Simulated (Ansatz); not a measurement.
Consider PbSe.

```
Pb Se
1.0
     2.48937    2.48937    0.00000
    -2.81731    2.81731    0.00000
     0.00000    0.00000    5.96257
Pb Se
2 2
Direct
  0.00000 0.00000 0.00000
  0.50000 0.50000 0.50000
  0.50000 0.50000 0.00000
  0.00000 0.00000 0.50000
```

Space group Immm; changed on purpose from its base cell (engineering shear strain xy -0.1100, equal normal strain along x and y -0.1100); computed pressure about 28 GPa in this cell.

Method: DFT LDA+D3(BJ), scalar-relativistic, plane waves, PAW in Ansatz.

Predict the valence pseudo-density and electron localisation function between the atoms.

Pb–Se (2.66 Å): ρ at the midpoint is about 0.42 e/Å³; the ELF is about 0.35 at the midpoint.
Pb–Se (2.98 Å): the density is about 0.24 e/Å³ at the midpoint; the ELF is about 0.30 at the midpoint.

Does the calculation make it a metal, or give it a gap?

It is metallic or semimetallic at this level of theory: no gap opens.

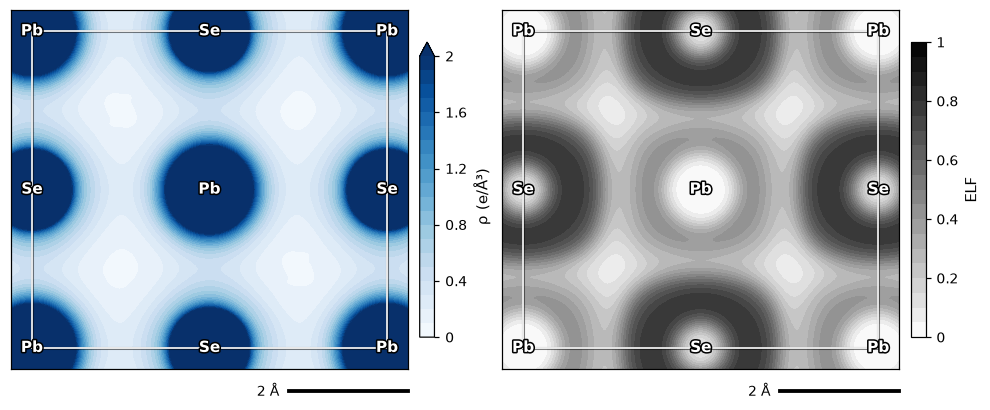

Computed valence pseudo-density and electron localisation function on the (11̄0) plane of the conventional cell, in this order. 

In a PAW calculation such maps are meaningful between the atoms, not at the nuclei.
